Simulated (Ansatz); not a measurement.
## Phonon calculation, with input and output: HfSiO4

The run: phonon calculation of HfSiO4 (I4₁/amd, 12 atoms in the cell). Method and program: DFT PBE, scalar-relativistic, plane waves, PAW, no spin polarisation (Ansatz 0.2.0).

The structure derives from a Materials Project entry. It belongs to a series of runs on one base structure; here: dielectric tensors at the zone centre, without U.

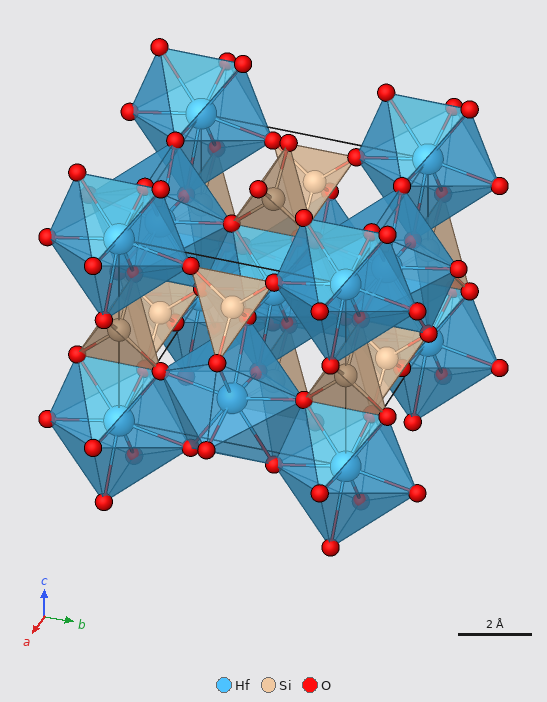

The structure (polyhedral view of the cell 2 times as large as that of the calculation, set on its symmetry axes, seen at an oblique angle; polyhedra are completed across the faces of the cell).

## Key numbers

- outcome: converged
- space group (tolerance 0.01 Å): I4₁/amd (141)
- electrons treated: 108
- free energy: −37271.7476 eV
- Fermi energy: 9.628 eV
- gap on the k-point mesh: 5.33 eV
- ε∞ (xx, yy, zz): 3.87, 3.87, 4.12
- hardware: 8 threads of Arm Neoverse V2, 24 GiB of memory available, shared host
- wall time: 81 s (CPU time 9.9 min)
- peak memory: 1.9 GiB

## Notes

Spin–orbit coupling is left out, which matters for Hf.

## The input
```yaml
crystal:
  lattice:
    - [-3.322452518, 3.322452518, 3.0074739819]
    - [3.322452518, -3.322452518, 3.0074739819]
    - [3.322452518, 3.322452518, -3.0074739819]
  atoms:
    - { symbol: Hf, position: [0.0, 0.0, 0.0] }
    - { symbol: Hf, position: [0.75, 0.25, 0.5] }
    - { symbol: Si, position: [0.25, 0.75, 0.5] }
    - { symbol: Si, position: [0.5, 0.5, 0.0] }
    - { symbol: O, position: [0.1347298301, 0.3189388944, 0.8157909357] }
    - { symbol: O, position: [0.0689388944, 0.7531479587, 0.6842090643] }
    - { symbol: O, position: [0.0689388944, 0.3847298301, 0.3157909357] }
    - { symbol: O, position: [0.5031479587, 0.3189388944, 0.1842090643] }
    - { symbol: O, position: [0.6810611056, 0.4968520413, 0.8157909357] }
    - { symbol: O, position: [0.6152701699, 0.9310611056, 0.6842090643] }
    - { symbol: O, position: [0.2468520413, 0.9310611056, 0.3157909357] }
    - { symbol: O, position: [0.6810611056, 0.8652701699, 0.1842090643] }
basis:
  ecutwfc: 420
kpoints:
  mp_grid: { grid: [4, 4, 4] }
hamiltonian:
  xc: pbe
scf:
  occupations: { method: fixed }
output: {}
phonons:
  method: dfpt
  dielectric: true
  rigid_motions: translations
```

Launched with:
```bash
ansatz run input.yaml --threads 8 --pin off --max-ram 16384MiB --backend cpu --events-out ev --progress --plain --runs-dir out
```

## Output
```
Engine: ansatz 0.2.0, aarch64-unknown-linux-gnu
Pseudopotentials: kind: paw
Pseudopotential: Hf, paw, valence charge 26, recommended cutoff 420 eV (normal), Hf.paw.azcp
Pseudopotential: Si, paw, valence charge 4, recommended cutoff 420 eV (normal), Si.paw.azcp
Pseudopotential: O, paw, valence charge 6, recommended cutoff 420 eV (normal), O.paw.azcp
Functional definition: PBE
  parameter kappa = 0.804
  parameter beta = 0.06672455060314922
  exchange = pbe_x(kappa = kappa, mu = beta*pi^2/3)
  correlation = pbe_c(beta = beta)
Crystal: 12 atoms, lattice volume = 132.794 Å³
Basis set: ecut = 420 eV, 2547 PW (Γ), exchange–correlation on 80×80×80 points (8 copies of the dense FFT grid, shifted against one another)
Bands: 66, of which v1, the nominal top of the filled ones, is band 54 counted from 1 (53 counted from 0)
Symmetry: 16 space group operations
k-points: 36 of 64 (irreducible under 1 space group operation, time reversal used)
Non-local potential: Hf, projectors of the file, l = 0: 3, l = 1: 2, l = 2: 2, l = 3: 3
Non-local potential: Si, projectors of the file, l = 0: 2, l = 1: 2, l = 2: 2
Non-local potential: O, projectors of the file, l = 0: 2, l = 1: 2, l = 2: 1
PAW form: soft (Blöchl's): semilocal exchange-correlation on the pseudo side does not see the compensation charge
PAW one-centre angular grid: Hf, 590 points (default); XC on 64 Gauss nodes
PAW one-centre angular grid: Si, 110 points (default); XC on 64 Gauss nodes
PAW one-centre angular grid: O, 110 points (default); XC on 64 Gauss nodes
Initial density: superposition of atomic densities (neutral atoms: chi_scale 0, normalization atom), corrected by the library's trained network
Initial wavefunctions: pseudopotential atomic-orbital guess
Functional: x = pbe(κ = 0.804, μ = 0.2195149727645171), c = pbe(β = 0.06672455060314922)
SCF iter   1: F=—  HF=-37271.744468 eV  |F-HF|=—  |Δ(HF+E_count)|=         —  Δρ=1.97e-3  dr2=3.17e-3  ethr=1.77e-3  ⟨swp⟩=5.0  Hψ=8505  notcnv=0  defer=357
preconditioner: auto → Resta (q_TF=auto, 2.636 Å⁻¹)  ε∞=4.5  [insulator: Δε(μ)=5.306 eV  Ē_g=17.485 eV  n_scr=42 (ndim 8)  ℏωp=32.9 eV  f_vac=0.051  ε∞_Penn≈4.5]
SCF iter   2: F=—  HF=-37271.746706 eV  |F-HF|=—  |Δ(HF+E_count)|=   2.24e-3  Δρ=1.08e-3  dr2=7.21e-4  ethr=2.94e-6  ⟨swp⟩=2.1  Hψ=4682  notcnv=0  defer=360
SCF iter   3: F=—  HF=-37271.747535 eV  |F-HF|=—  |Δ(HF+E_count)|=   8.29e-4  Δρ=2.72e-4  dr2=1.12e-4  ethr=6.67e-7  ⟨swp⟩=2.0  Hψ=4001  notcnv=0  defer=360
SCF iter   4: F=—  HF=-37271.747588 eV  |F-HF|=—  |Δ(HF+E_count)|=   5.31e-5  Δρ=1.09e-4  dr2=1.87e-5  ethr=1.04e-7  ⟨swp⟩=2.0  Hψ=4022  notcnv=0  defer=309
SCF iter   5: F=—  HF=-37271.747583 eV  |F-HF|=—  |Δ(HF+E_count)|=   5.04e-6  Δρ=5.42e-5  dr2=5.96e-6  ethr=1.73e-8  ⟨swp⟩=2.5  Hψ=3812  notcnv=0  defer=161
SCF iter   6: F=—  HF=-37271.747583 eV  |F-HF|=—  |Δ(HF+E_count)|=   2.13e-7  Δρ=1.96e-5  dr2=5.22e-7  ethr=5.52e-9  ⟨swp⟩=2.0  Hψ=3582  notcnv=0  defer=155
SCF iter   7: F=—  HF=-37271.747583 eV  |F-HF|=—  |Δ(HF+E_count)|=   2.79e-7  Δρ=8.62e-6  dr2=8.42e-8  ethr=4.84e-10  ⟨swp⟩=2.0  Hψ=3877  notcnv=0  defer=155
SCF iter   8: F=—  HF=-37271.747583 eV  |F-HF|=—  |Δ(HF+E_count)|=   1.76e-8  Δρ=1.92e-6  dr2=5.65e-9  ethr=7.80e-11  ⟨swp⟩=2.0  Hψ=3085  notcnv=0  defer=155
SCF iter   9: F=—  HF=-37271.747583 eV  |F-HF|=—  |Δ(HF+E_count)|=   3.73e-9  Δρ=3.22e-7  dr2=1.42e-10  ethr=5.23e-12  ⟨swp⟩=2.0  Hψ=3877  notcnv=0  defer=155
SCF iter  10: F=-37271.747583 eV  HF=-37271.747583 eV  |F-HF|=1.46e-11  |Δ(HF+E_count)|=  1.31e-10  Δρ=7.49e-8  dr2=8.38e-12  ethr=1.00e-12  ⟨swp⟩=14.1  Hψ=13759  notcnv=0
SCF 1 converged in 10 iterations: F = -37271.747583 eV  dr2 = 8.38e-12
  greatest PAW one-centre occupation: 0.999 electrons in one spin orbital (limit 2), on the Hf atom at site 1 (counted from 0), in its partial waves of l = 0
NSCF: frozen V_eff on 1 k-points
DFPT response loops at Γ: preconditioner auto → none (the input reference at scf.mixing.eps_inf says where Resta's filter doesn't serve); β = 0.50; Broyden in place of MSR1
── the response to a field inside a basis, on 4×4×4 k-points: an SCF that follows is theirs, and a resumed run solves both again ──
Bands: 55, of which v1, the nominal top of the filled ones, is band 54 counted from 1 (53 counted from 0)
k-points: 11 of 64
Initial density: handed on by an earlier stage of this run
Initial wavefunctions: pseudopotential atomic-orbital guess (no wavefunctions were taken with the density)
Eigensolver: Dense (11 Hₖ)
SCF iter   1: F=—  HF=-37271.391479 eV  |F-HF|=—  |Δ(HF+E_count)|=         —  Δρ=7.14e-4  dr2=1.61e-4  ethr=1.00e-1
preconditioner: auto → Resta (q_TF=auto, 2.636 Å⁻¹)  ε∞=5.4  [insulator: Δε(μ)=5.341 eV  Ē_g=15.700 eV  n_scr=42 (ndim 8)  ℏωp=32.9 eV  f_vac=0.054  ε∞_Penn≈5.4]
SCF iter   2: F=—  HF=-37271.391581 eV  |F-HF|=—  |Δ(HF+E_count)|=   1.02e-4  Δρ=3.75e-4  dr2=4.95e-5  ethr=1.49e-7
SCF iter   3: F=—  HF=-37271.391634 eV  |F-HF|=—  |Δ(HF+E_count)|=   5.30e-5  Δρ=1.43e-4  dr2=1.03e-5  ethr=4.59e-8
SCF iter   4: F=—  HF=-37271.391638 eV  |F-HF|=—  |Δ(HF+E_count)|=   3.72e-6  Δρ=2.37e-5  dr2=6.73e-7  ethr=9.52e-9
SCF iter   5: F=-37271.391638 eV  HF=-37271.391638 eV  |F-HF|=4.22e-8  |Δ(HF+E_count)|=   6.14e-7  Δρ=9.53e-6  dr2=8.13e-8  ethr=6.23e-10
SCF 1 converged in 5 iterations: F = -37271.391638 eV  dr2 = 8.13e-8
DFPT response loops at Γ: mixed as the last ones told, above
SCF converged after 10 iterations
Free energy (F): -37271.747583 eV
Harris-Foulkes:  -37271.747583 eV  (|F-HF|=1.46e-11)
Internal energy: -37271.747583 eV  (E = F + TS)
E sigma→0 (E₀):  -37271.747583 eV
Fermi energy:    9.627660 eV
--- Per-component energies (eV) ---
  E_band       = -257.671915
  E_kinetic    = 2341.736787
  E_local      = -16119.745457  (includes V_loc(G=0)·N_el)
  E_nonlocal   = -2054.268430
  E_hartree    = 7198.657069
  E_xc         = -1303.166494
  E_vxc        = -1382.677890  (∫ρ·V_xc dr)
  E_paw        = -16146.190960  (= ΣΔE_a)
  E_vpaw       = 2559.949119  (= ΣTr[D̂ρ^β])
  E_aug_tail   = 0.019995  (compensation charges beyond the density's cutoff)
  E_ewald      = -11188.790092
  E_smearing   = -0.000000  (= −TS)
  E_closure    = -0.000000  (closes the sum)
  Σ components = -37271.747583   (vs F -37271.747583, Δ=0.00e0)
--- Band table (eV; the first three rows and the last of 36) ---
  k-point 0: bands = ["-50.8908", "-50.8836", "-19.6672", "-19.6672", "-19.5993", "-19.5897", "-19.5074", "-19.5074", "-9.3979", "-8.4041", "-7.6262", "-7.5143", "-7.0497", "-7.0497", "-7.0178", "-7.0178", "-0.7909", "-0.7878", "-0.7839", "-0.7839", "-0.7722", "-0.7722", "-0.7668", "-0.7667", "-0.7666", "-0.7616", "-0.7561", "-0.7561", "-0.7544", "-0.7544", "2.0332", "3.6034", "3.9447", "4.4330", "4.4330", "5.1727", "5.4108", "5.6980", "6.4259", "6.5861", "6.5861", "6.7836", "7.2169", "7.2169", "8.0912", "8.0912", "8.8465", "8.8465", "8.8909", "8.9428", "9.0525", "9.0525", "9.1103", "9.6277", "15.2909", "15.5941", "15.6028", "15.7295", "15.7295", "16.6208", "16.6768", "16.8625", "16.8625", "17.5417", "18.6662", "19.2472"]
  k-point 1: bands = ["-50.8898", "-50.8846", "-19.6744", "-19.6454", "-19.6186", "-19.5673", "-19.5325", "-19.5033", "-9.1981", "-8.4525", "-7.5494", "-7.4676", "-7.1807", "-7.1574", "-7.1182", "-7.0973", "-0.7940", "-0.7894", "-0.7852", "-0.7799", "-0.7794", "-0.7726", "-0.7724", "-0.7680", "-0.7677", "-0.7677", "-0.7660", "-0.7556", "-0.7536", "-0.7511", "2.5068", "3.9448", "4.3046", "4.3212", "4.4904", "5.5300", "5.6758", "5.7592", "5.8724", "6.0181", "6.7341", "6.8837", "7.0492", "7.2459", "7.9674", "8.2564", "8.3751", "8.5982", "8.6442", "8.8203", "8.8279", "8.9244", "9.0857", "9.3945", "15.1176", "15.2075", "15.6553", "15.7337", "16.4950", "16.5311", "16.5763", "17.1111", "17.1913", "18.2831", "19.1668", "19.2360"]
  k-point 2: bands = ["-50.8872", "-50.8872", "-19.6599", "-19.6599", "-19.5906", "-19.5906", "-19.5219", "-19.5219", "-8.7485", "-8.7485", "-7.4072", "-7.4072", "-7.3037", "-7.3037", "-7.2213", "-7.2213", "-0.7910", "-0.7910", "-0.7905", "-0.7905", "-0.7797", "-0.7797", "-0.7741", "-0.7741", "-0.7677", "-0.7677", "-0.7585", "-0.7585", "-0.7525", "-0.7525", "3.5407", "3.5407", "4.8667", "4.8667", "4.8820", "4.8820", "5.2520", "5.2520", "6.3115", "6.3115", "6.7557", "6.7557", "7.1473", "7.1473", "7.6494", "7.6494", "8.3123", "8.3123", "8.6765", "8.6765", "8.7547", "8.7547", "9.0639", "9.0639", "14.9621", "14.9621", "16.0350", "16.0350", "16.0401", "16.0401", "17.3660", "17.3660", "18.3939", "18.3939", "18.7897", "18.7897"]
  k-point 35: bands = ["-50.8872", "-50.8872", "-19.6791", "-19.6791", "-19.5955", "-19.5955", "-19.4971", "-19.4971", "-8.8469", "-8.8469", "-7.6623", "-7.6623", "-7.1212", "-7.1212", "-6.9610", "-6.9610", "-0.7876", "-0.7876", "-0.7844", "-0.7844", "-0.7738", "-0.7738", "-0.7732", "-0.7732", "-0.7676", "-0.7676", "-0.7633", "-0.7633", "-0.7477", "-0.7477", "2.8144", "2.8144", "4.4913", "4.4913", "4.9329", "4.9329", "6.0037", "6.0037", "6.6541", "6.6541", "6.6969", "6.6969", "7.7195", "7.7195", "7.9162", "7.9162", "8.2042", "8.2042", "8.3435", "8.3435", "8.5829", "8.5829", "8.7500", "8.7500", "15.7423", "15.7423", "16.0570", "16.0570", "16.2231", "16.2231", "16.8773", "16.8773", "17.7112", "17.7112", "19.0974", "19.0974"]
--- Phonons (Γ-DFPT): 7 representative perturbations + reference, on 36 of 64 k-points (Σ response iterations 31) ---
  k mesh reduced under 1 symmetry operation, with k and −k counted as one. Each operation leaves every solved perturbation unchanged. A smaller set is not considered because the run solves the response to a homogeneous field
  ASR residual: 1.344e-4 → 0.000e0 eV/Å²; symmetrization residual: 2.734e-5 eV/Å²
  ASR residual per site (eV/Å²): 1.43e-5 1.43e-5 1.34e-4 1.34e-4 4.09e-5 4.09e-5 4.09e-5 4.09e-5 4.09e-5 4.09e-5 4.09e-5 4.09e-5
  Γ frequencies (cm⁻¹): 0.00 0.00 0.00 144.71 146.36 158.00 158.00 206.01 206.01 231.19 231.19 248.52 257.34 276.92 322.63 322.63 363.91 363.91 381.82 396.28 410.74 410.74 423.11 521.62 521.62 546.55 570.82 611.38 833.30 833.30 889.11 889.11 905.86 936.26 942.73 978.30
  ε∞ (high-frequency dielectric tensor):
        3.870913     0.000000     0.000000
        0.000000     3.870913    -0.000000
        0.000000    -0.000000     4.118954
  ε⁰ (static dielectric tensor: ions relaxed, cell fixed):
       12.689356    -0.000000     0.000000
       -0.000000    12.689356     0.000000
        0.000000     0.000000    12.484408
  ε⁰ − ε∞ (ionic part):
        8.818443    -0.000000     0.000000
       -0.000000     8.818443     0.000000
        0.000000     0.000000     8.365455
  softest optical mode at Γ: 144.71 cm⁻¹; the repairs (sum rule, projections) moved no ω² at Γ by more than (4.25 cm⁻¹)²
  Born effective charges Z* (e; rows j = field, columns β = displacement):
    site 0:
         5.29393   -0.00000    0.00000
        -0.00000    5.29393    0.00000
         0.00000   -0.00000    4.66854
    site 1:
         5.29393    0.00000    0.00000
        -0.00000    5.29393    0.00000
         0.00000    0.00000    4.66854
    site 2:
         3.15816    0.00000    0.00000
        -0.00000    3.15816    0.00000
         0.00000    0.00000    4.32857
    site 3:
         3.15816    0.00000    0.00000
        -0.00000    3.15816    0.00000
         0.00000    0.00000    4.32857
    site 4:
        -1.13686   -0.00000    0.00000
         0.00000   -3.08918   -0.35104
         0.00000   -0.18581   -2.24928
    site 5:
        -3.08918    0.00000    0.35104
         0.00000   -1.13686    0.00000
         0.18581    0.00000   -2.24928
    site 6:
        -3.08918   -0.00000   -0.35104
        -0.00000   -1.13686    0.00000
        -0.18581   -0.00000   -2.24928
    site 7:
        -1.13686    0.00000    0.00000
        -0.00000   -3.08918    0.35104
         0.00000    0.18581   -2.24928
    site 8:
        -3.08918   -0.00000    0.35104
        -0.00000   -1.13686    0.00000
         0.18581    0.00000   -2.24928
    site 9:
        -1.13686   -0.00000    0.00000
         0.00000   -3.08918   -0.35104
         0.00000   -0.18581   -2.24928
    site 10:
        -1.13686    0.00000    0.00000
        -0.00000   -3.08918    0.35104
         0.00000    0.18581   -2.24928
    site 11:
        -3.08918    0.00000   -0.35104
         0.00000   -1.13686    0.00000
        -0.18581    0.00000   -2.24928
  Z* charge neutrality: 4.429e-3 e pre-enforcement
  solved inside a basis spanned on kpoints, on 4×4×4 k-points, its susceptibility summed on 8×8×6: ε∞ is read to err by 1.8e-2, Z* by 2.8e-2 e (field_mesh: kpoints solves on kpoints); Z* is corrected for what the basis lacks
  optical modes at Γ without the LO–TO term, one row a degenerate level:
      ω (cm⁻¹)  modes    IR ((D/Å)²/amu)
        144.71      1             0.0000
        146.36      1             0.0000
        158.00      2             0.0000
        206.01      2             0.0000
        231.19      2            44.8280
        248.52      1             0.0000
        257.34      1             0.0000
        276.92      1            32.4731
        322.63      2             0.0000
        363.91      2             7.3348
        381.82      1             0.0000
        396.28      1             0.0000
        410.74      2             6.4623
        423.11      1             0.0000
        521.62      2             0.0000
        546.55      1             0.0000
        570.82      1            13.8068
        611.38      1             0.0000
        833.30      2           115.0594
        889.11      2             0.0000
        905.86      1             0.0000
        936.26      1             0.0000
        942.73      1            48.8995
        978.30      1             0.0000
  optical modes at Γ + LO–TO along q̂ = [1.0000, 0.0000, 0.0000]:
      ω (cm⁻¹)  modes    IR ((D/Å)²/amu)
        144.71      1             0.0000
        146.36      1             0.0000
        158.00      2             0.0000
        206.01      2             0.0000
        231.19      1            22.4140
        248.52      1             0.0000
        257.34      1             0.0000
        276.92      1            32.4731
        314.47      1             3.8880
        322.63      2             0.0000
        363.91      1             3.6674
        381.82      1             0.0000
        383.23      1             2.1408
        396.28      1             0.0000
        410.74      1             3.2311
        423.11      1             0.0000
        439.09      1             7.3011
        521.62      2             0.0000
        546.55      1             0.0000
        570.82      1            13.8068
        611.38      1             0.0000
        833.30      1            57.5297
        889.11      2             0.0000
        905.86      1             0.0000
        936.26      1             0.0000
        942.73      1            48.8995
        978.30      1             0.0000
        985.27      1            73.5123
  optical modes at Γ + LO–TO along q̂ = [0.0000, 1.0000, 0.0000]:
      ω (cm⁻¹)  modes    IR ((D/Å)²/amu)
        144.71      1             0.0000
        146.36      1             0.0000
        158.00      2             0.0000
        206.01      2             0.0000
        231.19      1            22.4140
        248.52      1             0.0000
        257.34      1             0.0000
        276.92      1            32.4731
        314.47      1             3.8880
        322.63      2             0.0000
        363.91      1             3.6674
        381.82      1             0.0000
        383.23      1             2.1408
        396.28      1             0.0000
        410.74      1             3.2311
        423.11      1             0.0000
        439.09      1             7.3011
        521.62      2             0.0000
        546.55      1             0.0000
        570.82      1            13.8068
        611.38      1             0.0000
        833.30      1            57.5297
        889.11      2             0.0000
        905.86      1             0.0000
        936.26      1             0.0000
        942.73      1            48.8995
        978.30      1             0.0000
        985.27      1            73.5123
  optical modes at Γ + LO–TO along q̂ = [0.0000, 0.0000, 1.0000]:
      ω (cm⁻¹)  modes    IR ((D/Å)²/amu)
        144.71      1             0.0000
        146.36      1             0.0000
        158.00      2             0.0000
        206.01      2             0.0000
        231.19      2            44.8280
        248.52      1             0.0000
        257.34      1             0.0000
        322.63      2             0.0000
        363.91      2             7.3348
        381.82      1             0.0000
        396.07      1            11.6908
        396.28      1             0.0000
        410.74      2             6.4623
        423.11      1             0.0000
        521.62      2             0.0000
        546.55      1             0.0000
        611.38      1             0.0000
        617.93      1            13.3129
        833.30      2           115.0594
        889.11      2             0.0000
        905.86      1             0.0000
        936.26      1             0.0000
        978.30      1             0.0000
       1060.04      1            70.1757
```

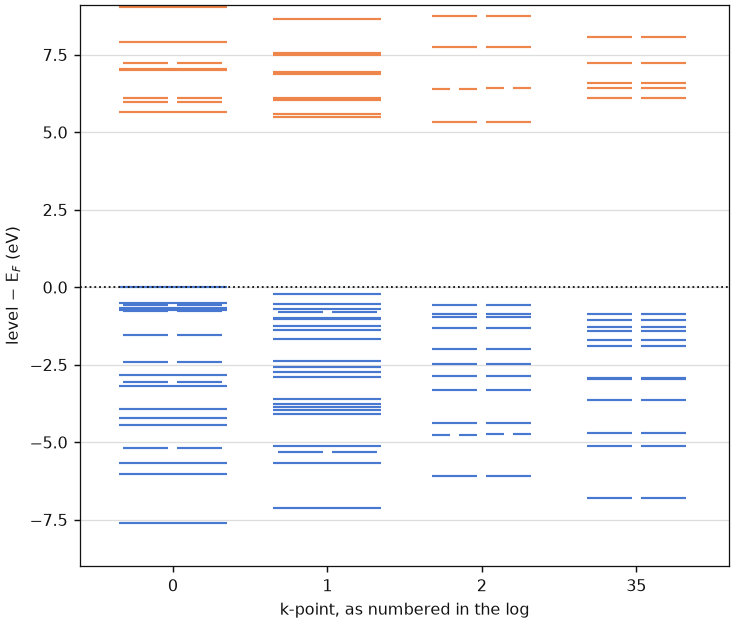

Kohn–Sham levels near the Fermi level (dotted) at the few k-points that the log prints; levels within 0.02 eV of each other stand side by side. Among these points the highest filled and lowest empty levels are 5.33 eV apart, which is the gap on the mesh.
